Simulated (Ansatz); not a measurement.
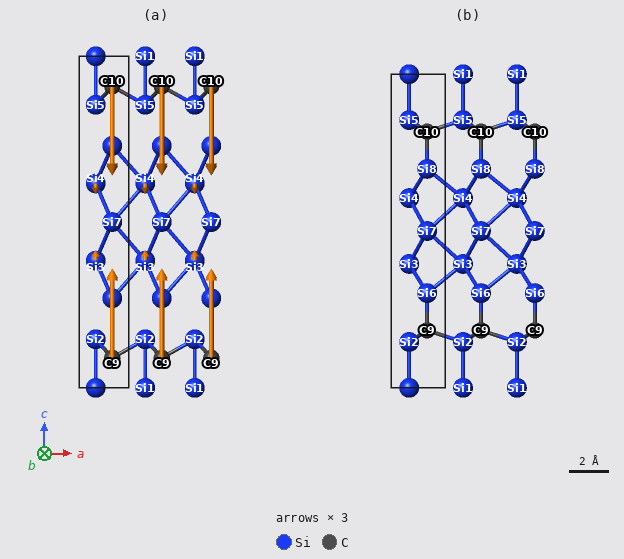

The structure of solid Si$_{4}$C (a generated structure, set up in P-6m2) before (left) and after (right) a relaxation, at one scale. The orange arrows give the displacements (the part carried along by the change of the cell is left out), 3 times their true length.

The picture is a ball-and-stick view of the cell of the calculation, repeated 3 × 1 × 1 with one cell outlined, seen along the b axis.

Level of theory: DFT PBE, scalar-relativistic, plane waves, PAW in Ansatz 0.2.0. Set-up: plane-wave cutoff 420 eV; k-point mesh 12 × 12 × 4; occupations gaussian; smearing width 0.1 eV; no spin polarisation; cell and atoms relaxed; force threshold 0.01 eV/Å; at most 80 steps.

> Describe what moved and what it gained.

The largest moves relative to the cell, 1.49 Å, are those of C9 and C10. C10 goes along −c. By element the largest moves are C 1.49 Å, Si 0.51 Å. The volume changes by +11.9 %, with a = b 2.938 → 3.195 Å (+8.7 %), c 17.034 → 16.113 Å (−5.4 %). Some distances before and after: Si1–C10 2.292 → 3.481 Å, Si6–C9 3.059 → 1.913 Å, Si2–Si6 2.705 → 3.113 Å, Si3–Si6 2.572 → 2.377 Å. New bonds form: Si6–C9 (3.06 → 1.91 Å), Si8–C10 (3.06 → 1.91 Å). Bond angles that change, for instance: Si1–Si5–C10 60.7° → 107.9°, Si6–Si3–Si7 98.2° → 81.6°, Si6–Si3–Si6 69.7° → 84.4°. The space group stays P-6m2 (No. 187). The energy falls by 307 meV per atom in 23 accepted moves (26 points after the start). Largest force component: 0.15 eV/Å at the start, 0.00075 eV/Å at the end. The pressure goes from 0.29 to 0.00 GPa. The line search rejected the trial step at point 16 of the run. The SCF was repeated twice at an unchanged geometry on a basis and grid sized afresh for the cell, which shifted the energy by 3.1 meV per atom at most.
